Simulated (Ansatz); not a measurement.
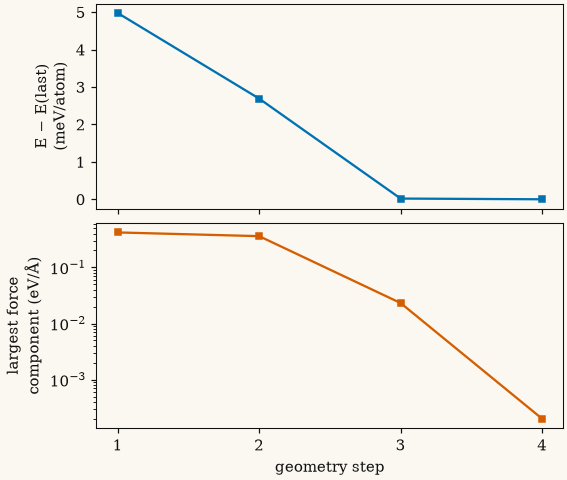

History of a geometry optimisation. The volume is held, while cell shape and atoms may move. A closing SCF on a freshly chosen basis isn't drawn.

```
crystal:
  lattice:
    - [3.3768430699, 0.0, 0.0]
    - [-1.688421535, 2.9244318832, 0.0]
    - [0.0, 0.0, 5.9587822526]
  atoms:
    - { symbol: Ta, position: [0.0, 0.0, 0.0] }
    - { symbol: S, position: [0.3333333333, 0.6666666667, 0.2611799755] }
    - { symbol: S, position: [0.6666666667, 0.3333333333, 0.7388200245] }
basis:
  ecutwfc: 420
  xc_grid: 3
kpoints:
  mp_grid: { grid: [12, 12, 8] }
hamiltonian:
  xc: pbe
  dispersion: d3bj
scf:
  occupations: { method: gaussian, width: 0.1 }
output:
  forces: true
  eigenvalues: true
  stress: true
relax:
  adjacent_minimum: "off"
  f_tol: 0.01
  max_steps: 30
  cell: { stress_tol: 0.1, fix: [volume] }
```

Command:
```bash
ansatz run input.yaml --threads 1 --pin off --max-ram 2560MiB --backend cpu --events-out ev --progress --plain --runs-dir out
```

> How did it end, and what did it gain?

The optimisation met its thresholds at geometry 4, counting the start as the first. The energy fell by about 5 meV/atom from the first step to the last. The largest force component goes from about 0.42 eV/Å at the start to 2 × 10⁻⁴ eV/Å at the end. The cell changes shape at fixed volume (not drawn): a, b and c change by −1 %, −1 % and +1 %.
